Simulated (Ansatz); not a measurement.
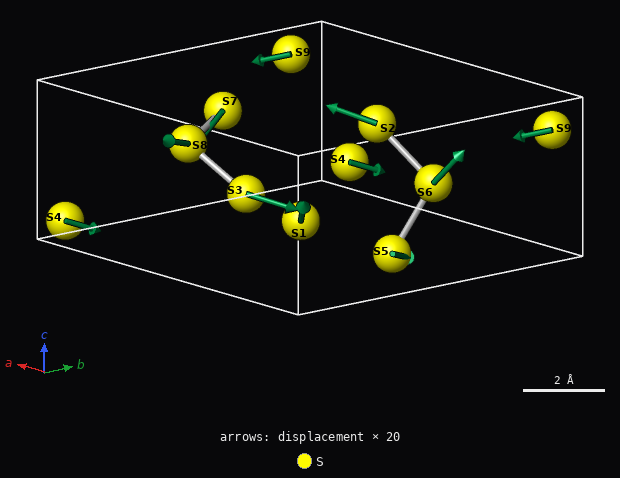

A relaxation of crystalline S (set up in P3_221). The starting structure is drawn; green arrows show the displacements (the part carried along by the change of the cell is left out), 20 times their true length.

A ball-and-stick model of the cell of the calculation, seen from a free direction.

These are results of DFT PBE+D3(BJ), scalar-relativistic, plane waves, PAW in Ansatz, not measurements. (plane-wave cutoff 420 eV; k-point mesh 6 × 6 × 6; occupations gaussian; smearing width 0.02 eV; no spin polarisation; cell and atoms relaxed; force threshold 0.005 eV/Å; at most 80 steps)

> What happened in the run?

The largest moves relative to the cell, 0.070 Å, are those of S2, S3, S5, S6, S7 and S8. S5 goes along [−2 −1 1]. The drawn cell changes as follows: a = b 7.848 → 7.455 Å (−5.0 %), c 4.372 → 4.379 Å (+0.2 %); the volume changes by −9.6 %. Near-neighbour distances that change, for instance: S1–S4 2.063 → 2.083 Å, S2–S5 2.056 → 2.071 Å. The space group stays P3_221 (No. 154). The energy falls by 10.0 meV per atom in 8 accepted moves (10 points after the start). The largest force component goes from 0.37 to 0.0045 eV/Å. Pressure: 0.47 GPa at the start and 0.01 GPa at the end. The line search rejected the trial step at point 4 of the run. The SCF was repeated once at an unchanged geometry on a basis and grid sized afresh for the cell, which shifted the energy by 0.1 meV per atom at most. Cost: 2.4 min on 2 threads of Arm Neoverse V1 (shared host), peak memory 0.54 GiB.
